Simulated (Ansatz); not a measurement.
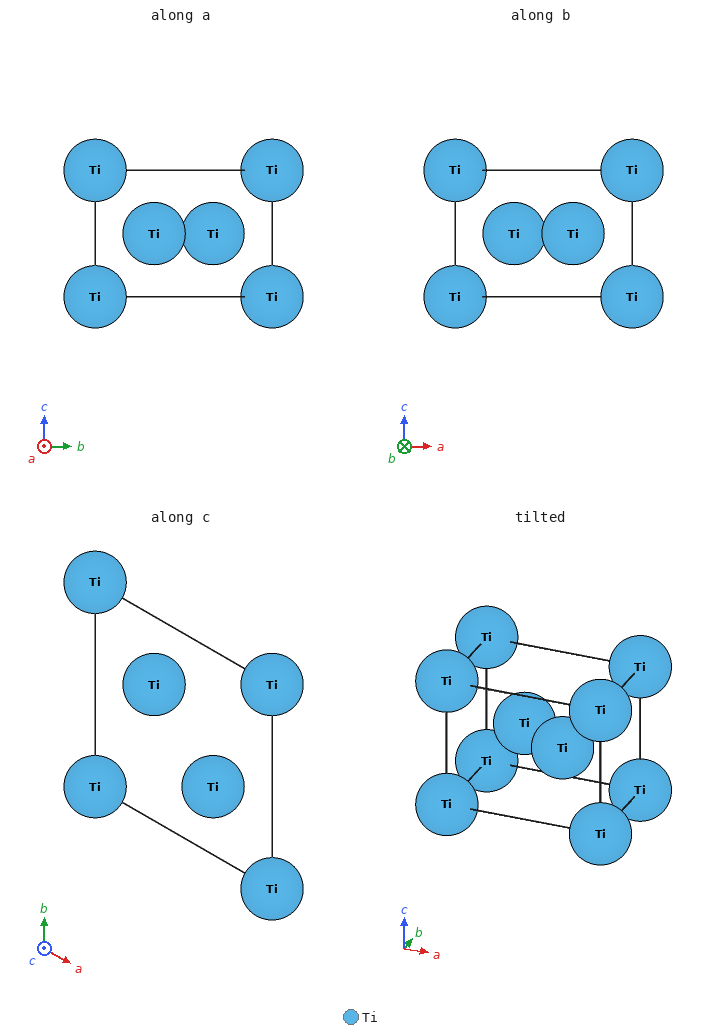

View along the a axis, along the b axis, along the c axis and slightly off an axis, drawn as a spheres-only model. Atoms at the boundary of the conventional unit cell (the box) are drawn once for each face, edge or corner they touch.

Lattice parameters: a = 4.553 Å, b = 4.553 Å, c = 2.818 Å, α = 90.00°, β = 90.00°, γ = 120.00°. Put a along x and b in the xy plane.

> Set out the cell and atoms as a POSCAR file.

```
Ti
1.0
     4.553    0.000    0.000
    -2.276    3.943    0.000
     0.000    0.000    2.818
Ti
3
Direct
  0.0000 0.0000 0.0000
  0.3333 0.6667 0.5000
  0.6667 0.3333 0.5000
```

Origin of the cell: a structure type filled with this element by a generator (whether the element takes this form wasn't checked). Earlier steps of the study may have refined or changed the cell and positions. An electronic-structure calculation with Ansatz was run on it.

At this level of theory the cell isn't at rest (compressed, at 5 GPa), so its distances can differ from those at equilibrium, the more so the softer the solid.
